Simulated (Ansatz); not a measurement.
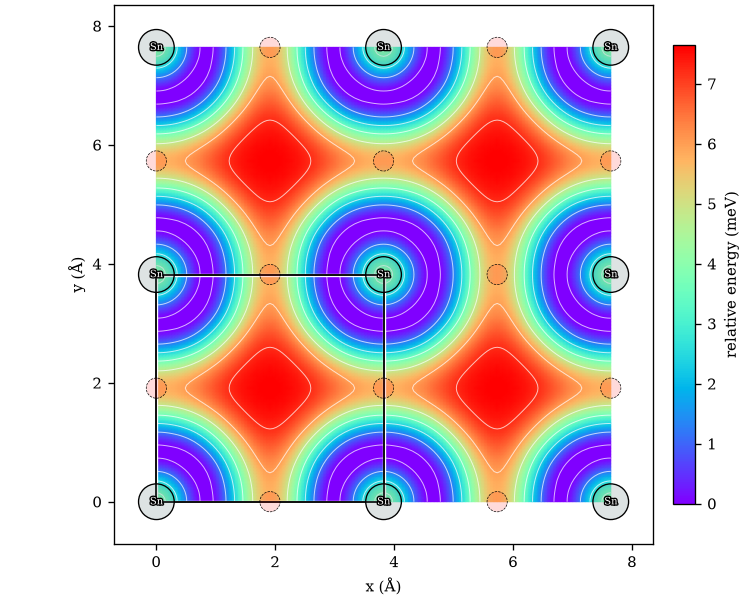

H on a two-dimensional sheet of SnO (4 atoms of substrate and one adsorbate in a 1 × 1 cell). H is moved over the surface cell at a fixed height above a rigid substrate; the origin of the map has the adsorbate above Sn4; the height is held at 2.80 Å. Places are given modulo a cell vector. The map is drawn in real space over the plane of the surface. The scan uses an 8 × 8 grid; 15 points were computed and 49 follow by symmetry. All energies are given in meV relative to the lowest grid point. With one adsorbate in each 1 × 1 cell, its nearest image is 3.8 Å away, so neighbouring adsorbates interact. At a fixed height the lowest place need not be the adsorption site. Theory: DFT PBE+D3(BJ), scalar-relativistic, plane waves, PAW (Ansatz). Settings: cutoff 420 eV, k-mesh 7×7×1, gaussian smearing 0.05 eV, spin-polarised.

Drawn: a smooth colour map with a few white contour lines, labelled circles for the atoms of the top layer and small ones for the second layer, the outline of one cell of the 2 × 2 shown. Between grid points the surface is interpolated.

The lowest grid point is at (0/8, 2/8) of the cell vectors [nearest 1 Sn at 2.96 Å]. The same energy is found at (0/8, 6/8) of the cell vectors [nearest 1 Sn at 2.96 Å]; (2/8, 0/8) of the cell vectors [nearest 1 Sn at 2.96 Å]; (6/8, 0/8) of the cell vectors [nearest 1 Sn at 2.96 Å]. The highest grid point, a fourfold hollow over a third-layer Sn atom, (4/8, 4/8) of the cell vectors, lies 7.6 meV above the lowest. At the lowest point the adsorbate has 1 Sn at 2.96 Å as nearest neighbours, at the highest 4 Sn at 3.89 Å.

The scan is repeated with another setting: the height is held at 2.20 Å; all else is set up alike.

What does this change do to the map?

Answer. The minimum (interpolated where it lies between grid points) moves from (0/8, 2/8) of the cell vectors [nearest 1 Sn at 2.96 Å] to (1/8, 2/8) of the cell vectors [nearest 1 Sn at 2.45 Å]. The span from the lowest to the highest grid point grows from 7.6 to 115.8 meV. In the new map: at the lowest point the adsorbate has 1 Sn at 2.45 Å as nearest neighbours, at the highest 4 Sn at 3.48 Å.

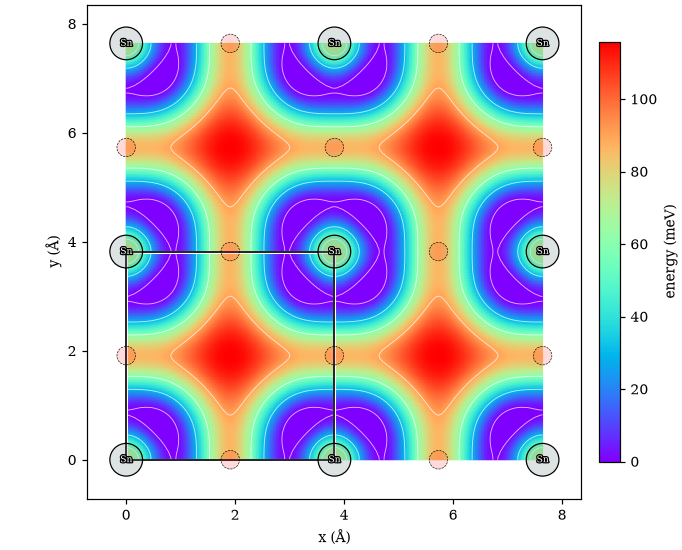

The map after the change, on a colour scale of its own. The picture shows a smooth colour map with a few white contour lines, labelled circles for the atoms of the top layer and small ones for the second layer, the outline of one cell of the 2 × 2 shown. Between grid points the surface is interpolated.

PAW datasets: the set soft_1.
